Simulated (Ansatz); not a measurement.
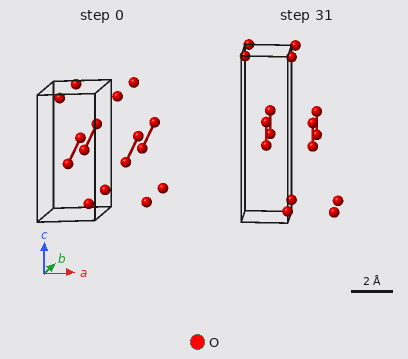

The structure of a crystal of O (built on the iodine_64 type) (coarse preliminary run) before (left) and after (right) a relaxation, at one scale.

The picture is a ball-and-stick view of the cell of the calculation, repeated 2 × 2 × 1 with one cell outlined, seen slightly off an axis.

Case: iodine type (Cmce, No. 64).

The calculation used Ansatz, DFT PBEsol, scalar-relativistic, plane waves, PAW. Set-up: plane-wave cutoff 420 eV; k-point mesh 6 × 6 × 4; occupations gaussian; smearing width 0.1 eV; no spin polarisation; cell and atoms relaxed; force threshold 0.04 eV/Å; at most 70 steps.

**Describe what moved and what it gained.**

Over 23 accepted moves (31 points after the start) the energy falls by 2316 meV per atom. The largest force component goes from 4.1 to 0.017 eV/Å. Pressure: −28.36 GPa at the start and 0.04 GPa at the end. The line search rejected the trial steps at points 3, 20 of the run. At 6 points the geometry stayed and the basis and grid were re-selected for the new cell (energy shift of 7.6 meV per atom at most each time). The largest moves relative to the cell, 0.63 Å, are those of O atoms. The drawn cell changes as follows: a = b 2.902 → 2.324 Å (−19.9 %), c 6.527 → 8.552 Å (+31.0 %), γ 66.9° → 90.0°; the volume changes by −8.6 %. Among the contacts that change: O–O 1.804 → 1.205 Å. The space group (tolerance 0.01 Å) goes from Cmce (No. 64) to I4/mmm (No. 139).
